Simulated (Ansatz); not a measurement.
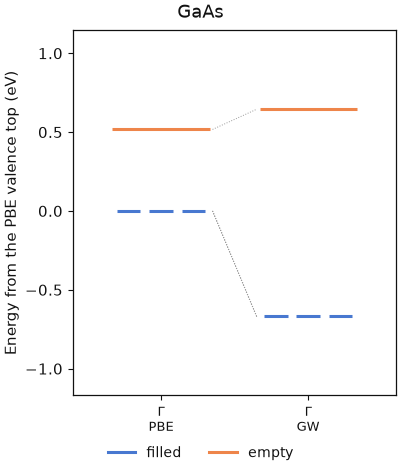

Kohn-Sham (PBE) and quasiparticle levels side by side at points of the k mesh; filled and empty levels have different colours. System: GaAs, space group F-43m, 2 atoms in the cell. Ansatz; G0W0@PBE, plasmon-pole screening, hand-made PAW set, no spin polarisation, 6×6×6 k mesh, 1020 eV cutoff.

The gap on the mesh goes from 0.52 eV in PBE to 1.31 eV, an opening of 0.80 eV before rounding. The valence top moves by −0.67 eV and the conduction bottom by +0.13 eV.

These values hold for 446 empty bands and a screening cutoff of 180 eV on this mesh, not for the basis limit.
